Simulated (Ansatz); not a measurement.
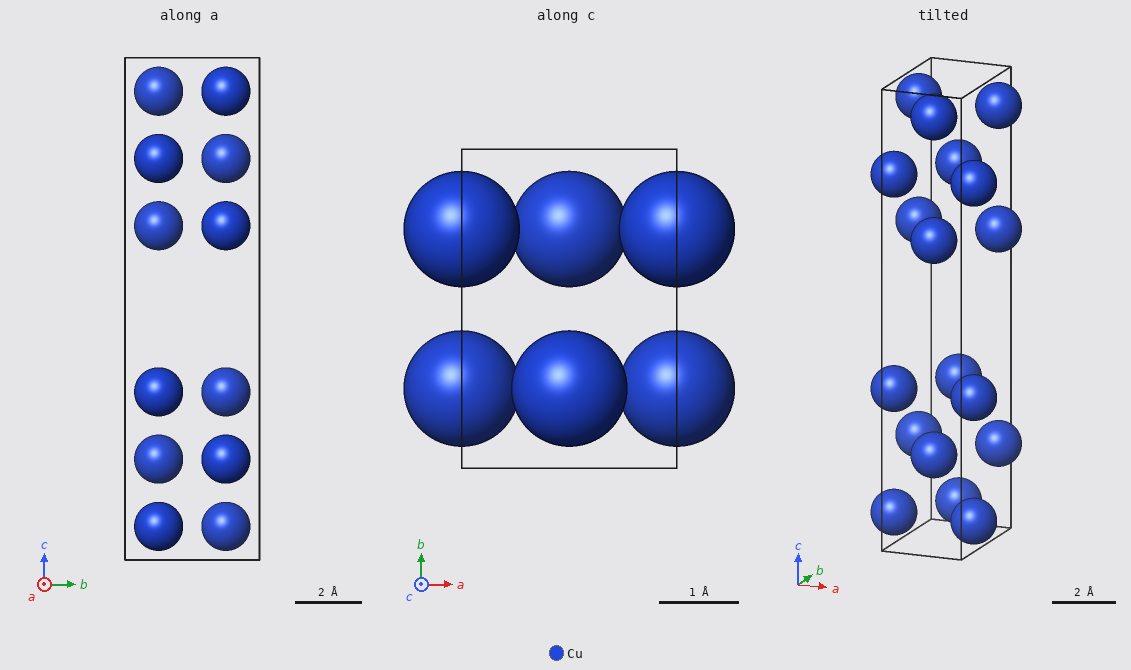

A spheres-only picture of a crystal structure, seen along the a axis, along the c axis and slightly off an axis. The parallelepiped is the conventional unit cell. Cell: a = 2.752 Å, b = 4.081 Å, c = 15.243 Å, α = 90.00°, β = 90.00°, γ = 90.00°.

Notes on the structure:

The element is copper. The lattice is base-centred orthorhombic and the space group Cmme (No. 67). The cell holds twelve atoms.

Provenance: a structure listed in the Materials Project. The cell was then strained or its atoms displaced on purpose. A calculation with Ansatz used it as input.
